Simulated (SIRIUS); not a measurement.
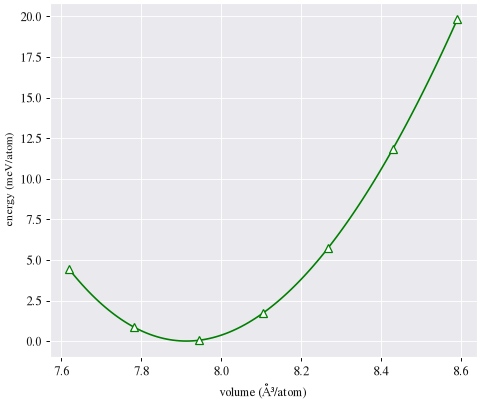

Plotted: energy against volume for Be, space group P6_3/mmc (No. 194).

Structure:
```
Be
1.0
     2.28530    0.00000    0.00000
    -1.14265    1.97913    0.00000
     0.00000    0.00000    3.58420
Be
2
Direct
  0.66667 0.33333 0.75000
  0.33333 0.66667 0.25000
```

How it was computed, with SIRIUS 7.12.0: all-electron LAPW DFT, no spin polarisation; energies at scaled volumes of the given cell, shape and fractions fixed, counted from the fit's minimum, third-order Birch-Murnaghan fit. Level: PBE.

- k mesh: 13×13×8
- occupations: Fermi–Dirac
- smearing width: 0.05 eV
- potentials: all electron FP LAPW
- program settings: basis apw+lo standard, gk cutoff 3.42 1/bohr, pw cutoff 20 1/bohr

This calculation gives: equilibrium volume 7.91 Å³/atom and bulk modulus 123 GPa.

Now the level changes from PBE to RPBE. How do these quantities change?

The equilibrium volume rises from 7.91 to 8.12 Å³/atom (+2.7 %) and the bulk modulus falls from 123 to 118 GPa (−4.1 %).

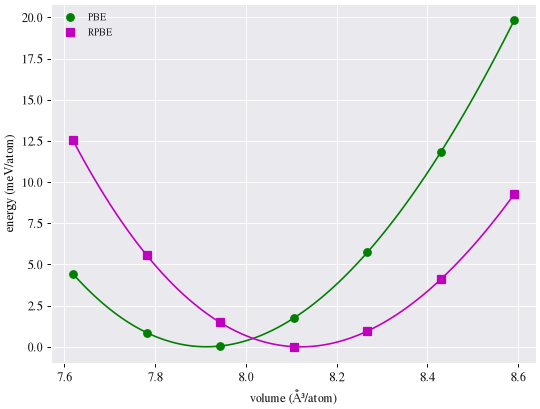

The two results together.

For both, limits of the calculation: shape and atomic fractions are frozen while scaling, which makes layered, chain and framework solids too stiff.

V0 and the bulk modulus come from third-order Birch–Murnaghan fits.
